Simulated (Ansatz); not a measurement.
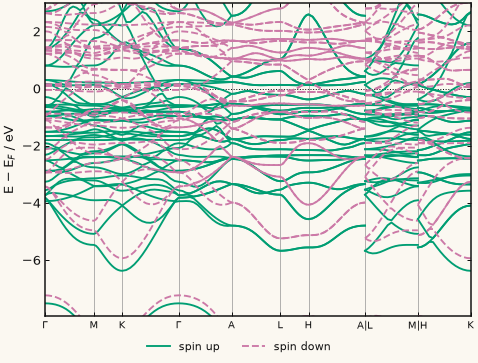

Band structure. Energies are counted from the Fermi level.

Q: What lattice type does the k path imply?

A: A hexagonal (primitive) lattice: the path Γ–M–K–Γ–A–L–H–A|L–M|H–K runs through the special points of its Brillouin zone.

Calculation on Mn₃Sn, space group P6_3/mmc (No. 194), 8 atoms in the cell.

Computed with Ansatz: DFT LDA, scalar-relativistic, plane waves, PAW, spin-polarised, 6×6×8 k mesh, Gaussian smearing of 0.1 eV.

Q: Is there a gap at the Fermi level?

A: A metal: bands cross the Fermi level along this path.

Q: Are there flat bands near the Fermi level?

A: 4 bands within 1.5 eV of the Fermi level are narrower than 0.3 eV along the path; they lie between −0.9 and −0.4 eV and signal localised states.

The run may have settled in a state above the lowest, so this need not be the ground state. The atoms aren't at rest in this cell (largest force 0.7 eV/Å), so the relaxed material can differ. The cell is at −20 GPa in this functional.
